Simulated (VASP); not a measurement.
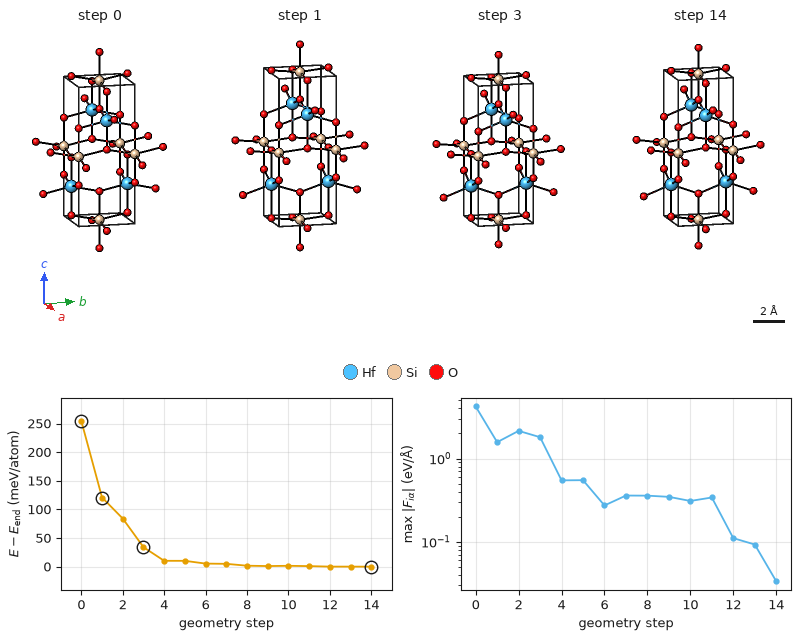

Frames of a relaxation of a crystal of HfSiO4 (a generated structure, set up in I-4m2), marked on the history of the run. Style: ball-and-stick. Shown: the conventional cell (2 times the calculation's cell), slightly off an axis. Lengths and directions refer to the drawn axes.

The run lets cell and atoms move.

All numbers below come from VASP, Kohn-Sham DFT of a periodic cell, PBE, VASP PAW PBE potentials, recommended.

The input:
```
PREC = Normal
ENCUT = 520
EDIFF = 1E-4
ISMEAR = 0
SIGMA = 0.15
LREAL = False
LASPH = True
NELM = 60
ALGO = Fast
ISIF = 3
LWAVE = False
LCHARG = False
GGA = PE
IBRION = 2
NSW = 24
EDIFFG = -0.08
```

Command:
```bash
cat potpaw_PBE.64/Hf_pv/POTCAR potpaw_PBE.64/Si/POTCAR potpaw_PBE.64/O/POTCAR > POTCAR
mpirun -np 1 vasp_std > vasp.out
```

**What happens along the run?**

The largest moves relative to the cell, 0.26 Å, are those of O atoms. Hf and Si stay in place. Cell: a = b 3.846 → 3.750 Å (−2.5 %), c 9.387 → 9.833 Å (+4.7 %). Volume −0.4 %. Some distances before and after: Hf–O 1.955 → 2.161 Å, O–Si 1.921 → 1.755 Å, O–Si 1.963 → 1.899 Å, Hf–O 1.969 → 2.003 Å. Among the angles between lasting bonds that change: O–Hf–O 155.1° → 138.9°, Hf–O–Hf 155.1° → 138.9°, O–Hf–O 102.5° → 110.5°. The space group stays I-4m2 (No. 119). The energy falls by 254 meV per atom in 14 geometry steps. Largest force component: 4.2 eV/Å at the start, 0.034 eV/Å at the end. Pressure: 8.94 GPa at the start and −0.38 GPa at the end. From step 0 to 1: O atoms move most (0.22 Å), volume +9.6 %, energy −134 meV per atom. From step 1 to 3: O atoms move most (0.10 Å), volume −12.1 %, energy −86.7 meV per atom. From step 3 to 14: O atoms move most (0.08 Å), volume +3.4 %, energy −34.0 meV per atom.
